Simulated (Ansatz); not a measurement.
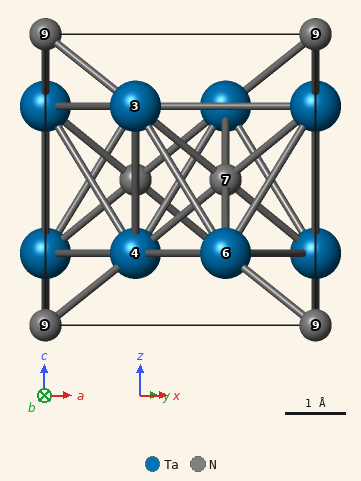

Crystalline Ta$_{2}$N (P-31m): the cell is strained in shear in the xz plane, with the atoms kept at their fractional coordinates. x, y and z are the Cartesian axes of the input. The picture shows the reference cell. Style: ball-and-stick. Shown: the cell of the calculation, along the b axis.

Computed with Ansatz 0.2.0, DFT PBEsol, scalar-relativistic, plane waves, PAW. Settings: plane-wave cutoff 420 eV; k-point mesh 12 × 12 × 8; occupations gaussian; smearing width 0.15 eV; no spin polarisation. Energies (free energies at the smearing named) are counted from the relaxed crystal.

Input
```yaml
crystal:
  lattice:
    - [5.2640975886, 0.0, 0.0]
    - [-2.6320487943, 4.5588422398, 0.0]
    - [0.0, 0.0, 4.9126024056]
  atoms:
    - { symbol: Ta, position: [0.6668041045, 0.6668041045, 0.7527922812] }
    - { symbol: Ta, position: [0.0, 0.3331958955, 0.7527922812] }
    - { symbol: Ta, position: [0.3331958955, 0.0, 0.7527922812] }
    - { symbol: Ta, position: [0.3331958955, 0.3331958955, 0.2472077188] }
    - { symbol: Ta, position: [1.0, 0.6668041045, 0.2472077188] }
    - { symbol: Ta, position: [0.6668041045, 0.0, 0.2472077188] }
    - { symbol: "N", position: [0.6666666667, 0.3333333333, 0.5] }
    - { symbol: "N", position: [0.3333333333, 0.6666666667, 0.5] }
    - { symbol: "N", position: [0.0, 0.0, 0.0] }
basis:
  ecutwfc: 420
kpoints:
  mp_grid: { grid: [12, 12, 8] }
hamiltonian:
  xc: pbesol
scf:
  occupations: { method: gaussian, width: 0.15 }
output:
  forces: true
  stress: true
  eigenvalues: true
```

Command:
```bash
ansatz run input.yaml --threads 2 --pin off --max-ram 5120MiB --backend cpu --events-out ev --progress --plain --runs-dir out
```

> Give the energy at each point (the strain: −0.060, −0.045, −0.030, −0.015, 0.000, 0.015, 0.030, 0.045, 0.060).

```
engineering shear strain  E − E(ref) (meV/atom)
                  −0.060                   29.4
                  −0.045                   16.4
                  −0.030                    7.3
                  −0.015                    1.8
                   0.000                    0.0
                   0.015                    1.8
                   0.030                    7.1
                   0.045                   15.9
                   0.060                   28.2
```

The lowest computed point lies at the strain 0.00 (0.0 meV/atom). At the ends of the scan the energy is 29.4 meV/atom (−0.06) and 28.2 meV/atom (0.06). The curvature at zero strain, (1/V) d²E/dε², is about 200 GPa; it is C₅₅ with clamped ions. The distortion takes the space group from P-31m to C2/m. At the strain −0.06 the cell of the drawing goes a 5.264 → 5.266 Å, b 5.264 → 5.265 Å, c 4.913 → 4.915 Å, α 90.0° → 88.3°, β 90.0° → 93.4°.

The computed profile:

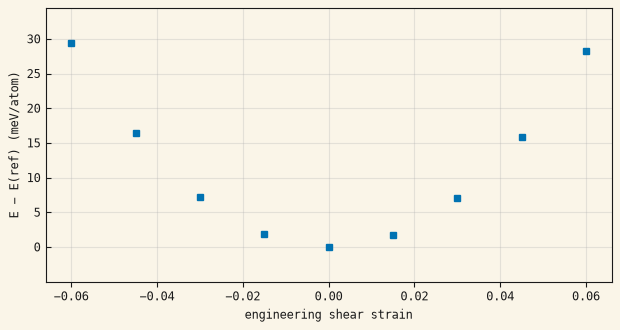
